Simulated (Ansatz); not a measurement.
Take the following structure.

```cif
data_structure
_symmetry_space_group_name_H-M 'P 63/m m c'
_symmetry_Int_Tables_number 194
_cell_length_a 2.6439
_cell_length_b 2.6439
_cell_length_c 8.7198
_cell_angle_alpha 90.000
_cell_angle_beta 90.000
_cell_angle_gamma 120.000
_cell_volume 52.79
loop_
_atom_site_label
_atom_site_type_symbol
_atom_site_symmetry_multiplicity
_atom_site_Wyckoff_symbol
_atom_site_fract_x
_atom_site_fract_y
_atom_site_fract_z
_atom_site_occupancy
C1 C 4 e 0.00000 0.00000 0.09297 1
C2 C 4 f 0.33333 0.66667 0.15553 1
```

Before looking at a picture, describe the arrangement of atoms.

Answer. The element is carbon. The symmetry is that of P6_3/mmc (No. 194), on a primitive hexagonal lattice. The cell holds eight atoms. C bonds to four C in a tetrahedral arrangement at 1.62 to 1.65 Å. The bonds build a three-dimensional framework.

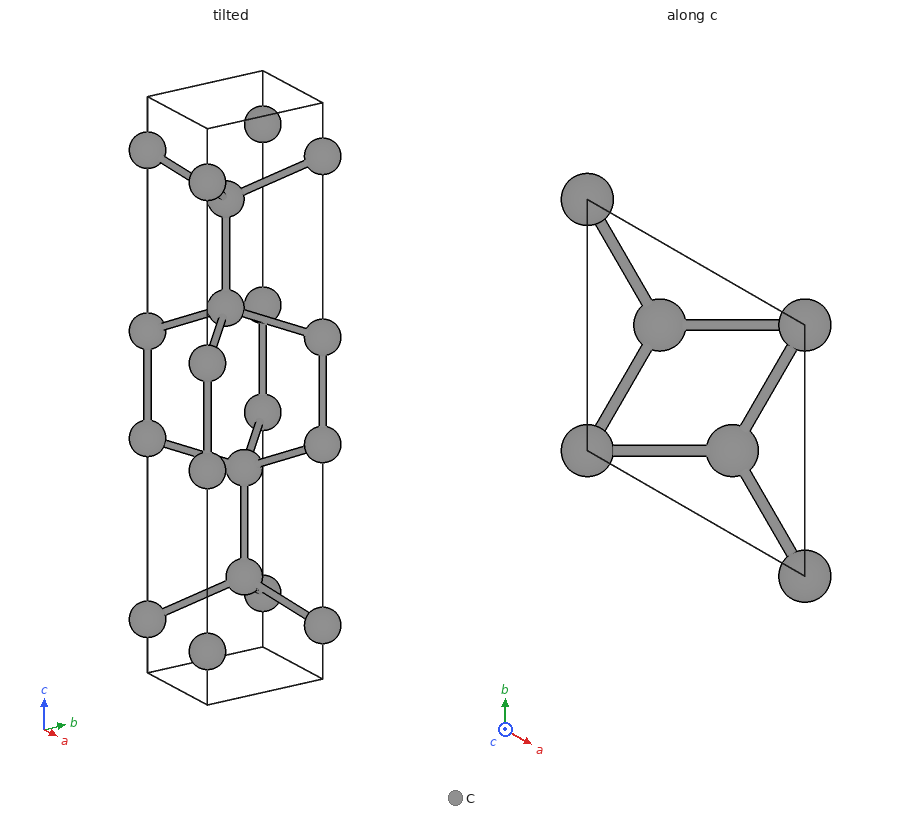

This ball-and-stick model is shown slightly off an axis and along the c axis. The conventional unit cell is outlined; an atom on or near a face, edge or corner is repeated at each equivalent position. Colours: carbon grey.

The structure was taken from an entry, possibly a prediction, of the Crystallography Open Database. The cell was then strained or its atoms displaced on purpose. A calculation with Ansatz used it as input.

At this level of theory the cell isn't at rest (stretched, at -48 GPa), so its distances can differ from those at equilibrium, the more so the softer the solid.
